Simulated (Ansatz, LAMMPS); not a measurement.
# Gap against volume in amorphous 62In2O3-38SiO2 (mol %) (89 atoms)

Density of this cell: 5.88 g/cm³. The cell holds 89 atoms: 26 In, 8 Si and 55 O. Its edges and angles: a = 10.323 Å, b = 10.524 Å, c = 10.638 Å, α = 89.2°, β = 91.3°, γ = 91.6°. The starting structure: 89 atoms (26 Sc, 8 Si, 55 O) placed at random at 3.2 g/cm³, melted at 5000 K for 10 ps at fixed volume with the Morse and Coulomb pair potential with partial charges (Pedone, Malavasi, Menziani, Cormack and Segre, J. Phys. Chem. B 110, 11780 (2006)). Quenched from 5000 K to 300 K at 50 K/ps and fixed volume, held 10 ps at zero pressure, then minimised at fixed cell. Then Sc was replaced by In and the cell scaled by 1.031 (the potential has no terms for the new elements, so the cell is a start for a DFT relaxation).

Calculated with Ansatz 0.2.0: Kohn-Sham DFT, r2SCAN, PAW (set soft_1), plane waves; cutoff 500 eV, Γ point, gaussian smearing of 0.025 eV. The relaxed cell was scaled evenly and the atoms were relaxed at each volume. The gap is that between the highest filled and the lowest empty Kohn-Sham level on the run's k-points.

| volume (Å³/atom) | gap (eV) |
| --- | --- |
| 11.678 | 1.802 |
| 12.197 | 1.650 |
| 12.586 | ? |
| 12.975 | 1.620 |
| 13.365 | 1.499 |
| 13.754 | 1.397 |

Task: Fit a straight line in ln V to the rows given and interpolate to the withheld row.

**Working.**

A volume deformation potential makes the spacing linear in u = ln(V/V0), with V0 = 12.975 Å³ the relaxed volume; v is the spacing.

```
u = ln(V/V0)  v (eV)
   -0.105361  1.8024
  -0.0618752  1.6503
           0  1.6203
   0.0295589  1.4994
   0.0582685   1.397
```

With n = 5: mean u = -0.0158817, mean v = 1.59388, Σ(u − ū)² = 0.017937, Σ(u − ū)(v − v̄) = -0.039725. Slope b = -0.039725 / 0.017937 = -2.2147; intercept a = v̄ − b ū = 1.5587.

At the withheld volume u = -0.03046, and v = a + b u.

Prediction at 12.586: 1.626 eV. The run gave 1.654 eV, so the fit is low by 0.028 eV (1.7 % of the value).

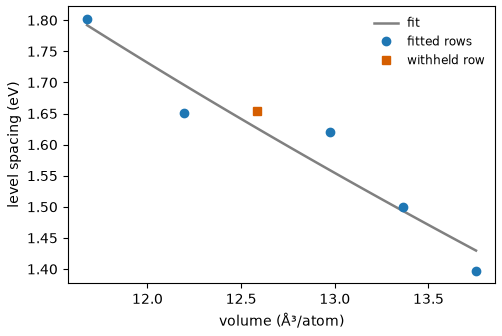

The fit, the rows that it rests on and the withheld row.

The rows follow a line only loosely (correlation 0.96 in size over all rows, under the 0.97 asked here), so the slope of -2.21 eV is a mean trend and no deformation potential. Among the rows given, the largest miss of the fit is at 12.975, by 0.062 eV (15 % of the range of the table).

Limits: The table spans 16 % in volume, wide for a linear law. Semilocal functionals tend to put gaps under measured ones. Only the Γ point is sampled. Atoms move by up to 1.4 Å in these relaxations, so the structure changes along the series. Defect or tail levels can set the spacing of a disordered cell.

[Logs are printed without paths, hosts, clocks, repeated set-up lines and the standing remarks that a program may print on its own settings, such as how far it seeks lower states.]

[Hosts, paths, dates, database ids (printed as entryN), source tags and the programs' standing remarks are cut or masked in the printed files.]
